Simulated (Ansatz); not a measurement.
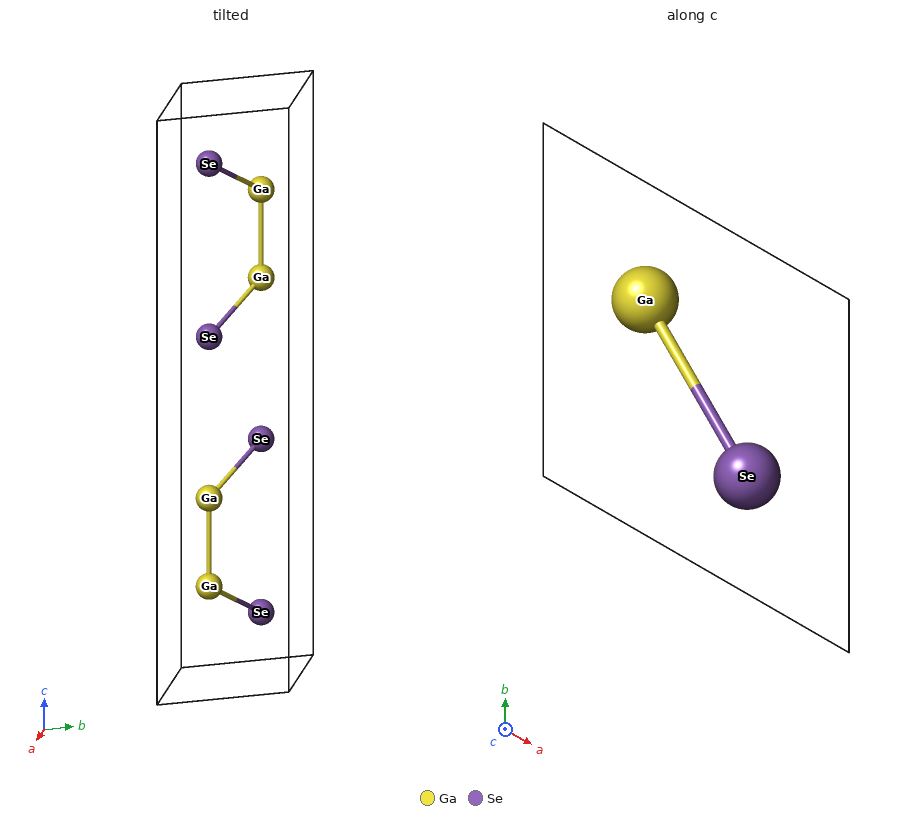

The crystal in a ball-and-stick representation, seen slightly off an axis and along the c axis. The frame is the conventional unit cell; atoms at its boundary are shown with their periodic copies. Cell: a = 3.72 Å, b = 3.72 Å, c = 16.07 Å, α = 90.00°, β = 90.00°, γ = 120.00°.

The cell started as a generated cell, made by putting these elements into a known structure type (the compound may or may not exist in this form). The atoms were relaxed in a fixed cell with DFT, PAW plane waves, r2SCAN in Ansatz 0.2.0.

Characterise what is shown.

This is GaSe. It belongs to space group P6_3/mmc (No. 194) and has a primitive hexagonal lattice. With Z = 4, the cell contains 4 Ga, 4 Se. About every Ga there are three Se and one Ga in a distorted tetrahedral arrangement (about 2.4 Å to Se, 2.4 Å to Ga). The neighbours of Se are three Ga in a trigonal pyramidal arrangement at about 2.4 Å. The bonds build GaSe layers parallel to (001).

Method used: Ansatz, DFT, PAW plane waves, r2SCAN. It ran with an energy cutoff of 500 eV, k-points about 0.24 Å⁻¹ apart, Gaussian smearing of 0.013 eV, no spin polarisation.

What is the electronic character?

A semiconductor at this level, with a gap of 1.56 eV on the k-mesh.

State the Bader charges by element.

Ga +0.73 e; Se -0.73 e.

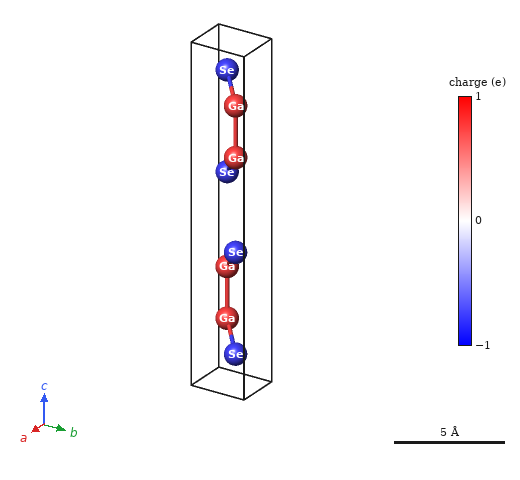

The atoms coloured by those charges. The run's cell of 8 atoms is drawn, so axes and origin can differ from the first picture.

Is the structure relaxed at this level of theory?

No. All forces vanish to within 0.01 eV/Å. The pressure is 2.0 GPa, so the cell would expand.
